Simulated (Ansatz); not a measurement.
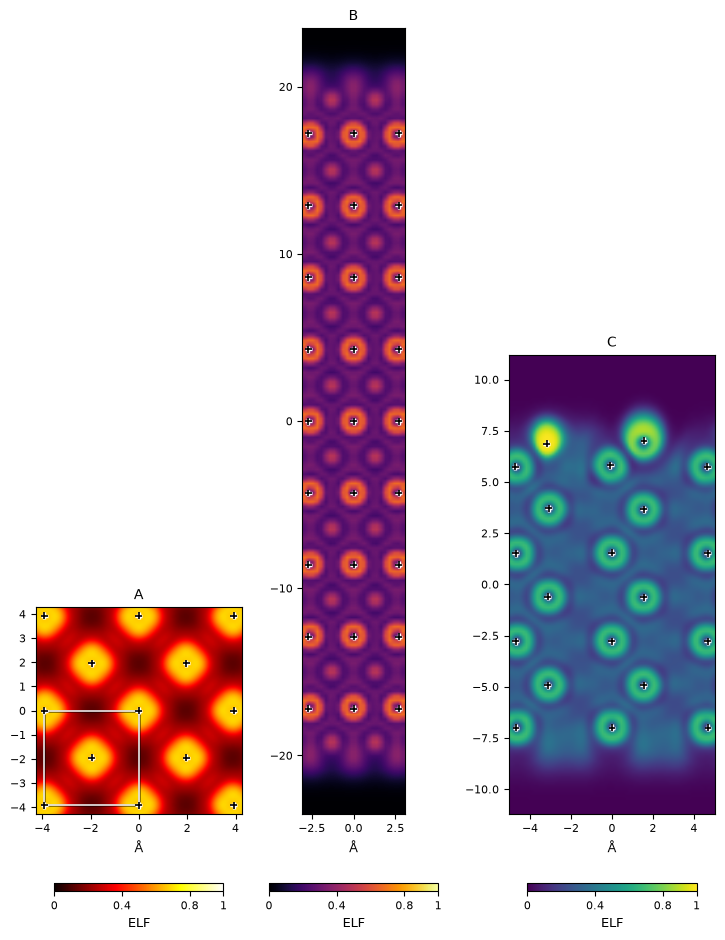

The electron localisation function of 3 systems, each on a plane through atoms (crosses mark nuclei in the plane).

All numbers below come from DFT PBE, scalar-relativistic, plane waves, PAW (Ansatz 0.2.0).

System 1: Ru (slab), the (100) plane of the calculation cell, a cut from vacuum to vacuum. Computed without spin polarisation.

```yaml
crystal:
  lattice:
    - [2.70600, 0.00000, 0.00000]
    - [1.35300, 2.34346, 0.00000]
    - [0.00000, 0.00000, 55.93800]
  atoms:
    - { symbol: Ru, position: [0.00000, 0.00000, 0.15517] }
    - { symbol: Ru, position: [0.33333, 0.33333, 0.19218] }
    - { symbol: Ru, position: [0.00000, 0.00000, 0.23064] }
    - { symbol: Ru, position: [0.33333, 0.33333, 0.26927] }
    - { symbol: Ru, position: [0.00000, 0.00000, 0.30774] }
    - { symbol: Ru, position: [0.33333, 0.33333, 0.34613] }
    - { symbol: Ru, position: [0.00000, 0.00000, 0.38462] }
    - { symbol: Ru, position: [0.33333, 0.33333, 0.42310] }
    - { symbol: Ru, position: [0.00000, 0.00000, 0.46156] }
    - { symbol: Ru, position: [0.33333, 0.33333, 0.50000] }
    - { symbol: Ru, position: [0.00000, 0.00000, 0.53844] }
    - { symbol: Ru, position: [0.33333, 0.33333, 0.57690] }
    - { symbol: Ru, position: [0.00000, 0.00000, 0.61538] }
    - { symbol: Ru, position: [0.33333, 0.33333, 0.65387] }
    - { symbol: Ru, position: [0.00000, 0.00000, 0.69226] }
    - { symbol: Ru, position: [0.33333, 0.33333, 0.73073] }
    - { symbol: Ru, position: [0.00000, 0.00000, 0.76936] }
    - { symbol: Ru, position: [0.33333, 0.33333, 0.80782] }
    - { symbol: Ru, position: [0.00000, 0.00000, 0.84483] }
```

System 2: Pt, the (001) plane of the conventional cell. Space group Fm-3m.

System 3: HRu₂₈O (slab), the (11̄0) plane of the calculation cell, a cut from vacuum to vacuum. Computed without spin polarisation.

### Which map belongs to which system?

Panel A is system 2, Pt: the plane holds Pt. Pt–Pt (2.77 Å): the ELF is about 0.30 at the midpoint: no shared electron pair shows on this line. Panel B is system 1, Ru: the plane holds Ru. Ru–Ru (2.71 Å): the ELF is about 0.30 at the midpoint. Panel C is system 3, HRu₂₈O: the plane holds Ru, O and H. Ru–H (1.89 Å): the ELF climbs to about 1 towards the hydrogen.
